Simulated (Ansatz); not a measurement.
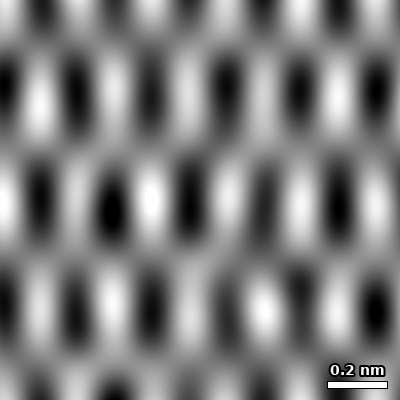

Phase-contrast TEM-like image of Ta (I4_1/amd, No. 141) along [111]. Simulated in the weak-phase-object approximation with neutral-atom potentials: 200 kV, Cs = 0.50 mm, defocus −425 Å (negative is underfocus), defocus spread 30 Å, aperture 0.51 1/Å. The speckle of an amorphous layer was added. Structure used: coordinates from a relaxation with DFT r2SCAN, scalar-relativistic, plane waves, PAW (Ansatz 0.2.0); the starting structure was generated, so it need not be a known form of this composition.

**Do the atom columns appear dark or bright, and why?**

Dark. With positive Cs and underfocus sin χ is negative over the pass band, so the strongest columns (Ta) come out darker than the background.

**What point resolution do these settings give, and which lattice spacings pass?**

About 2.0 Å (0.66 |Cs|^(1/4) λ^(3/4) with λ = 0.0251 Å). The spacings that carry visible contrast are {101} at 2.47 Å.
